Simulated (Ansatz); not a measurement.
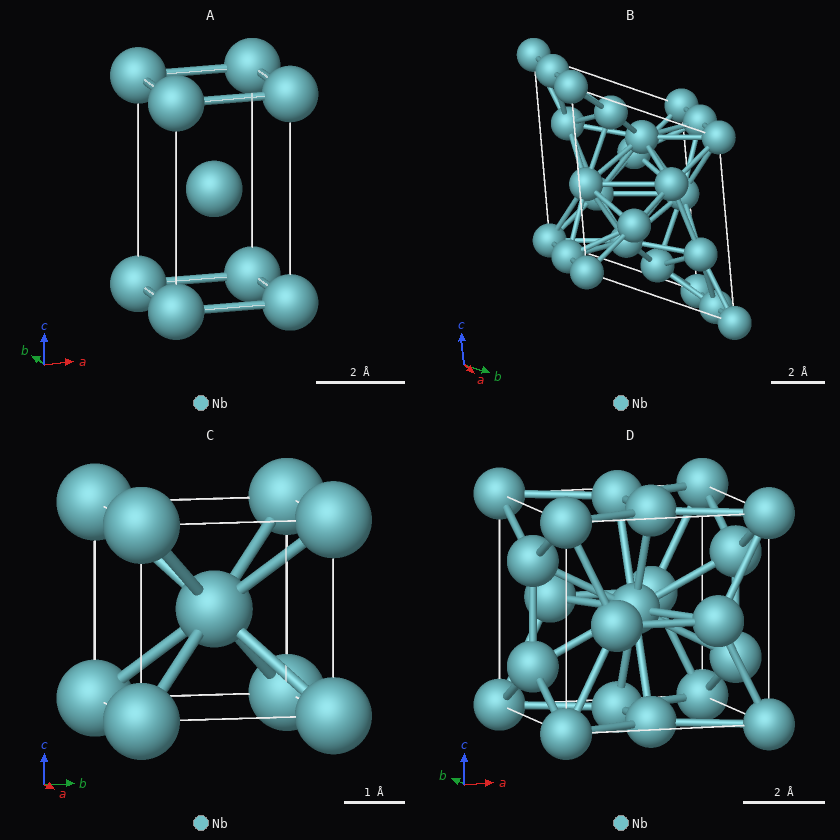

Four structures of Nb, each relaxed to rest (conventional cells in solid outline, small ones repeated, each panel with its own scale). Method: Ansatz 0.2.0, DFT PBE, scalar-relativistic, plane waves, PAW, without spin polarisation.

### Give the type and space group of each panel.

A: 2 atoms a cell on a body-centred tetragonal lattice, I4/mmm; B: 12 atoms a cell on a primitive triclinic lattice, P-1; C: body-centred cubic (W type), Im-3m; D: β-tungsten (A15) type, Pm-3n.

### Which of these is lowest in energy, and how far above it do the others lie?

C, then D (+104 meV/atom), A (+143 meV/atom) and B (+175 meV/atom), energies at zero smearing.

### Collect the results in a table.

| panel | structure | E − E(lowest) (meV/atom) | volume (Å³/atom) | gap (eV) |
| --- | --- | --- | --- | --- |
| C | Im-3m | 0 | 18.1 | metal |
| D | Pm-3n | 104 | 18.6 | metal |
| A | I4/mmm | 143 | 18.5 | metal |
| B | P-1 | 175 | 18.7 | metal |

### The same structures were relaxed again with PBEsol. Does the order change?

No, every level gives the same order.

| panel | PBE (meV/atom) | PBEsol (meV/atom) |
| --- | --- | --- |
| C | 0 | 0 |
| D | 104 | 120 |
| A | 143 | 157 |
| B | 175 | 191 |

Some of these may be structure types tried for this composition rather than known phases, and the most stable form need not be among them. Gaps are taken on the k-mesh or band path of each run.
